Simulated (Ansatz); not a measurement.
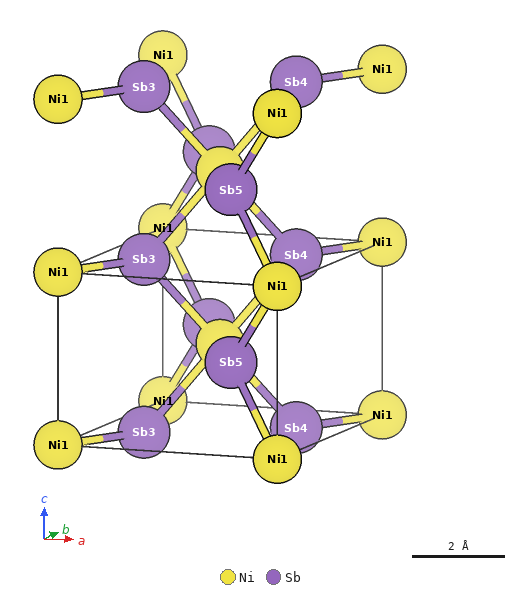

The starting point is crystalline NiSb2 (set up in Pnnm). The picture is a ball-and-stick view of the cell of the calculation, repeated 1 × 1 × 2 with one cell outlined, seen slightly off an axis.

Method: Ansatz, DFT PBEsol, scalar-relativistic, plane waves, PAW. Set-up: plane-wave cutoff 420 eV; occupations gaussian; smearing width 0.1 eV; no spin polarisation. The k-mesh is chosen for each cell (8×6×10, 6×6×12).

The variant: Every nickel atom is replaced by magnesium, which gives MgSb$_{2}$. Cell and atoms are relaxed again (to zero pressure within 0.1 GPa, forces under 0.01 eV/Å).

### What does the calculation give for the changed structure?

The volume per atom goes from 20.64 to 26.31 Å³. It is metallic before and after. The volume changes by +27.5 %, with a 5.150 → 6.498 Å (+26.2 %), b 6.275 → 7.612 Å (+21.3 %), c 3.831 → 3.191 Å (−16.7 %). The space group stays Pnnm (No. 58).

Drawn alike, the variant:

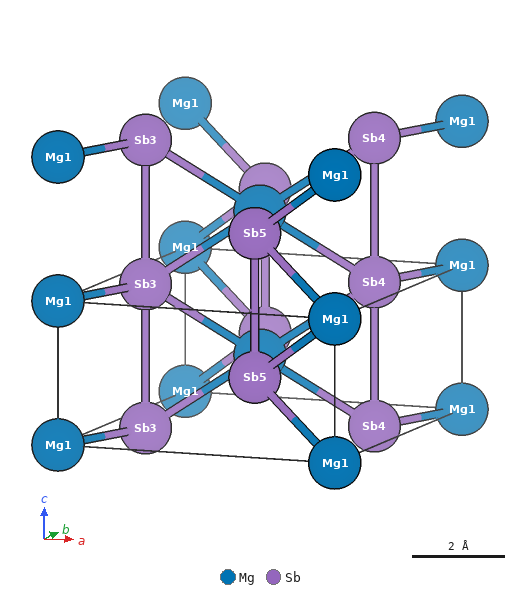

Limits of the set-up: an element that often carries a moment was run without spin polarisation.
